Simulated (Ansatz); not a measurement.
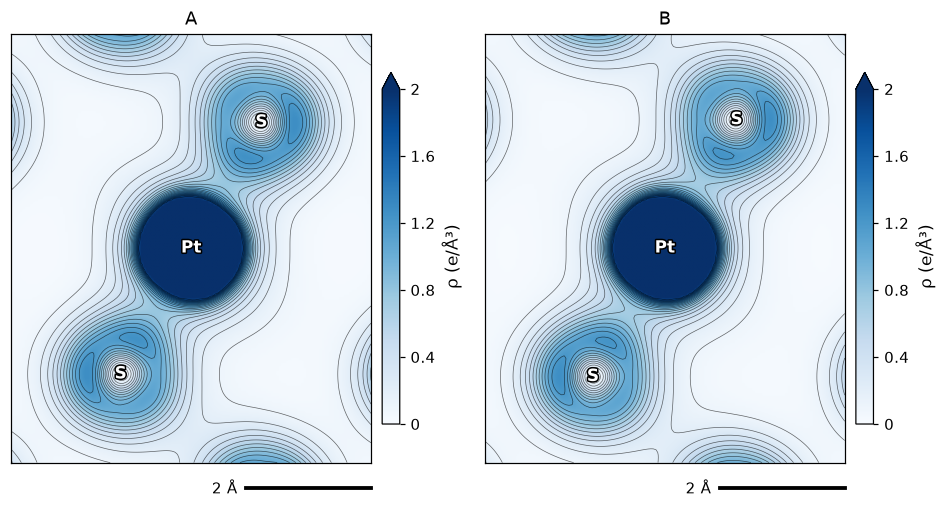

PtS$_{2}$. The valence pseudo-density of two cells that differ in size, on the (110) plane of each (indices in the axes of the calculation cell), at one length scale and on one colour scale; one has 17.5 and the other 18.6 Å³ an atom.

Method: Ansatz 0.2.0, Kohn-Sham DFT of a periodic cell, PBE, Ansatz PAW.

Core electrons are frozen (PAW), and the valence fields are smoothed inside the atomic spheres.

The larger cell:

```yaml
crystal:
  lattice:
    - [3.56667, 0.00000, 0.00000]
    - [-1.78333, 3.08882, 0.00000]
    - [0.00000, 0.00000, 5.07217]
  atoms:
    - { symbol: Pt, position: [0.00000, 0.00000, 0.00000] }
    - { symbol: S, position: [0.66667, 0.33333, 0.77300] }
    - { symbol: S, position: [0.33333, 0.66667, 0.22700] }
```

The smaller cell: a = 3.495 Å, b = 3.495 Å, c = 4.971 Å, α = 90.00°, β = 90.00°, γ = 120.00°.

**Which panel shows the smaller cell, and what does the compression change?**

Panel A is the smaller cell, by 6 % in volume. From the larger cell to the smaller, Pt–S goes from 2.36 to 2.31 Å, and the density at its midpoint from 0.71 to 0.78 e/Å³; the pressure goes from 8 to 19 GPa; the Kohn–Sham gap goes from 1.00 eV to 1.1 eV.
